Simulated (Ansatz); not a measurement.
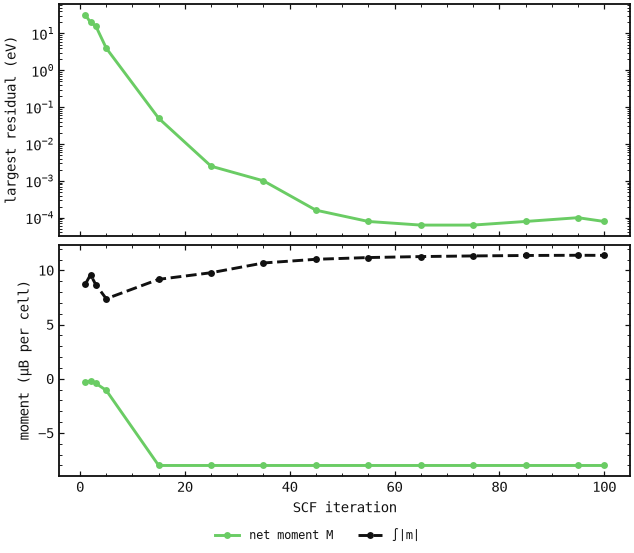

The plot shows the SCF iterations of a calculation: largest residual, magnetic moments. Only some iterations were kept.

CuO (P1, 64 atoms in the cell); DFT, r2SCAN, PAW (an earlier, harder data set), plane waves, scalar-relativistic in Ansatz development build ahead of 0.2.0; cutoff 1050 eV, 1×1×1 k-mesh, Gaussian smearing of 0.1 eV, collinear spins.
Setting under test: default search for lower states.

Did the calculation converge?

Answer. The run gave up at step 100 without converging. The residual stalls around 8 × 10⁻⁵ from about step 55 on.

How do the moments develop?

Answer. The net moment goes from −0.3 to −8.0 μB per cell, though in an unconverged run this needn't be final.
